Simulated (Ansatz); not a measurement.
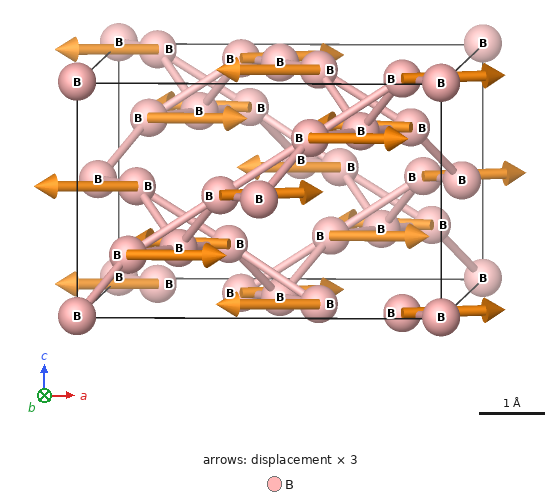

This is a relaxation of a crystal of B (a generated structure, set up in Fdd2) (coarse preliminary run). The starting structure is drawn; orange arrows show the displacements (the part carried along by the change of the cell is left out), 3 times their true length.

A ball-and-stick model of the conventional cell (4 times the calculation's cell), seen from a free direction. Lengths and directions refer to the drawn axes.

Method: DFT PBE, scalar-relativistic, plane waves, PAW in Ansatz. Settings: plane-wave cutoff 420 eV; k-point mesh 6 × 6 × 6; occupations gaussian; smearing width 0.1 eV; no spin polarisation; cell and atoms relaxed; force threshold 0.04 eV/Å; at most 70 steps.

> What did the optimiser do to the structure, and how much energy did it gain?

The energy falls by 2.828 eV per cell of the calculation in 11 accepted moves (13 points after the start). Largest force component: 1 eV/Å at the start, 0.00059 eV/Å at the end. Pressure: −2.59 GPa at the start and 0.06 GPa at the end. At 2 points the geometry stayed and the basis and grid were re-selected for the new cell (energy shift of 10.6 meV per cell of the calculation at most each time). The largest moves relative to the cell, 0.56 Å, are those of B atoms. The drawn cell changes as follows: a 5.620 → 4.239 Å (−24.6 %), b 10.955 → 10.946 Å (−0.1 %), c 3.620 → 4.097 Å (+13.2 %); the volume changes by −14.7 %. Near-neighbour distances that change, for instance: B–B 2.589 → 1.787 Å, B–B 1.658 → 1.787 Å, B–B 1.702 → 1.639 Å, B–B 1.679 → 1.727 Å. Among the angles between lasting bonds that change: B–B–B 99.9° → 64.1°, B–B–B 141.1° → 171.5°, B–B–B 158.1° → 128.1°. The space group (tolerance 0.01 Å) goes from Fdd2 (No. 43) to Fddd (No. 70). The run took 58 s on 1 thread of Arm Neoverse V1 (shared host), peak memory 0.35 GiB.
